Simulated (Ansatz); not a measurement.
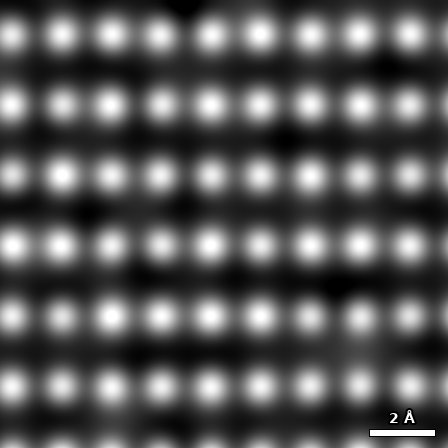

Dark-field STEM-like image of Ir (Im-3m, No. 229). Simulated incoherent Z contrast: every atom adds Z^1.7 spread by a probe of 0.98 Å full width; channelling and multiple scattering are left out. The speckle of an amorphous layer was added. Structure: the input geometry of an electronic-structure calculation (not necessarily at equilibrium); the starting structure was generated, so it need not be a known form of this composition.

Space group Im-3m (No. 229). a = 3.110 Å, b = 3.110 Å, c = 3.110 Å, α = 90.00°, β = 90.00°, γ = 90.00°
| atom | site | symmetry | x | y | z |
| --- | --- | --- | --- | --- | --- |
| Ir | 2a | m-3m | 0.0000 | 0.0000 | 0.0000 |

> Along which zone axis is the crystal seen: [211], [001], [210] or [110]? (Directions equivalent by symmetry count as one.)

[110]. The projected cells are 0.90 × 2.20 Å, 90° for [211]; 2.20 × 2.20 Å, 90° for [001]; 1.39 × 1.70 Å, 114° for [210]; 1.56 × 2.20 Å, 90° for [110], and the image repeats as the [110] one does.
